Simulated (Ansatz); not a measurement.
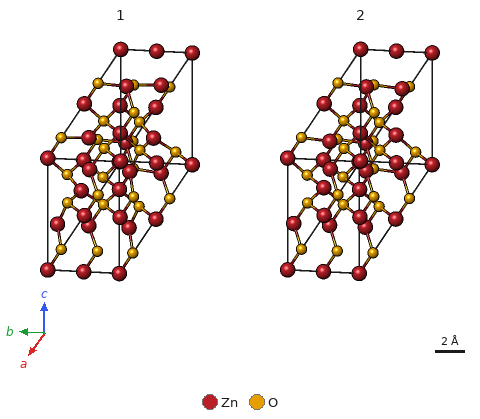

Two geometries of a defect cell of composition Zn₈O₇ (cell charge +2), drawn at one scale. One is the start of a relaxation, the other its converged end. Style: ball-and-stick. Shown: the conventional cell (2 times the calculation's cell) (origin shifted), from a free direction. Lengths and directions refer to the drawn axes.

The calculation used DFT PBE, scalar-relativistic, plane waves, PAW (Ansatz). Set-up: plane-wave cutoff 420 eV; k-point mesh 4 × 4 × 4; occupations gaussian; smearing width 0.05 eV; no spin polarisation; atoms relaxed in a fixed cell; force threshold 0.02 eV/Å; at most 50 steps.

> Which one is relaxed?

Structure 1 is the relaxed one. Case: O vacancy, atoms relaxed. Over 4 accepted moves (5 points after the start) the energy falls by 0.962 eV per cell of the calculation. Largest force component: 1.6 eV/Å at the start, 0.0074 eV/Å at the end. 1 step only repeated the SCF at the same geometry. The largest move is that of a Zn atom, 0.34 Å roughly along +a. By element the largest moves are Zn 0.34 Å, O 0.04 Å. The lattice vectors keep their values. Near-neighbour distances that change, for instance: O–Zn 1.999 → 1.898 Å, O–Zn 1.999 → 1.924 Å, O–Zn 2.007 → 1.943 Å, O–Zn 1.999 → 1.974 Å. Bond angles that change, for instance: Zn–O–Zn 110.3° → 94.2°, Zn–O–Zn 110.3° → 94.8°, Zn–O–Zn 108.7° → 95.7°.

Limits of the set-up: the periodic images lie only 6.2 Å apart, so the values are limited by the cell's size; the cell is charged, on a uniform background, and energies carry no finite-size correction.
